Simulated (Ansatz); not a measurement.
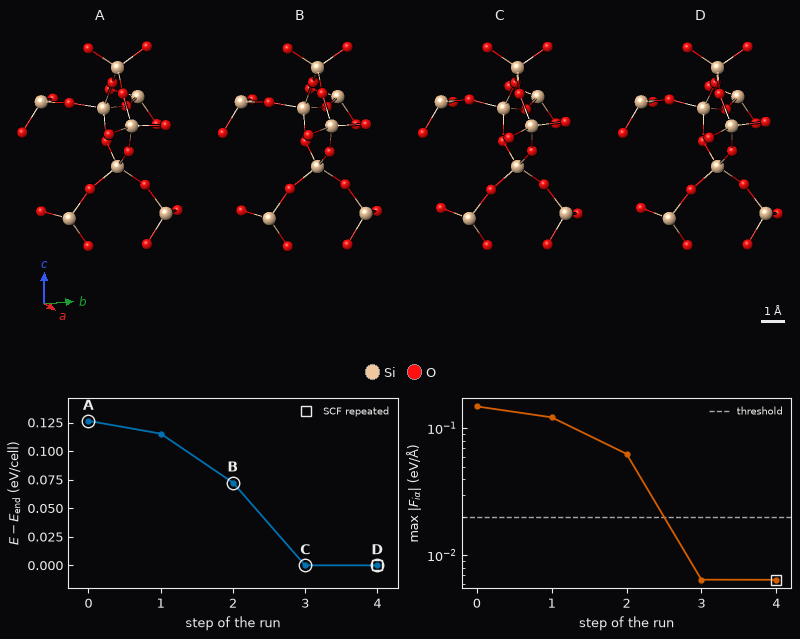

Frames of a relaxation of solid SiO2 (set up in I-43m), marked on the history of the run. A ball-and-stick model of the atoms within 5.0 Å of the atom that moves most (axes of the conventional cell (2 times the calculation's cell)), seen slightly off an axis. Lengths and directions refer to the drawn axes.

The calculation used DFT, PBE, plane-wave PAW, default files, scalar-relativistic (Ansatz). (plane-wave cutoff 420 eV; k-point mesh 4 × 4 × 4; occupations fermi dirac; smearing width 0.01 eV; no spin polarisation; atoms relaxed in a fixed cell; force threshold 0.02 eV/Å; at most 60 steps)

Question: What happens along the run?

Answer: After 3 accepted moves (4 points after the start) the energy has fallen by 0.126 eV per cell of the calculation. Largest force component: 0.15 eV/Å at the start, 0.0064 eV/Å at the end. 1 step only repeated the SCF at the same geometry. The largest moves, 0.15 Å, are those of O atoms. Si stays in place. The cell doesn't change. Among the contacts that change: O–Si 1.607 → 1.625 Å. Bond angles that change, for instance: Si–O–Si 157.6° → 151.9°. The space group stays I-43m (No. 217). Cost: 24 s on 4 threads of Arm Neoverse V1 (shared host), peak memory 0.88 GiB. From step 0 to 2: O atoms move most (0.04 Å), energy −54.0 meV per cell of the calculation. From step 2 to 3: O atoms move most (0.12 Å), energy −72.4 meV per cell of the calculation. From step 3 to 4: energy 0.0 meV per cell of the calculation.

| step | E − E(0), meV/atom | largest force component, eV/Å | note |
| --- | --- | --- | --- |
| 0 | 0.00 | 0.1487 |  |
| 1 | -0.62 | 0.1220 |  |
| 2 | -3.00 | 0.0629 |  |
| 3 | -7.03 | 0.0064 |  |
| 4 | -7.03 | 0.0064 | same geometry, SCF repeated |
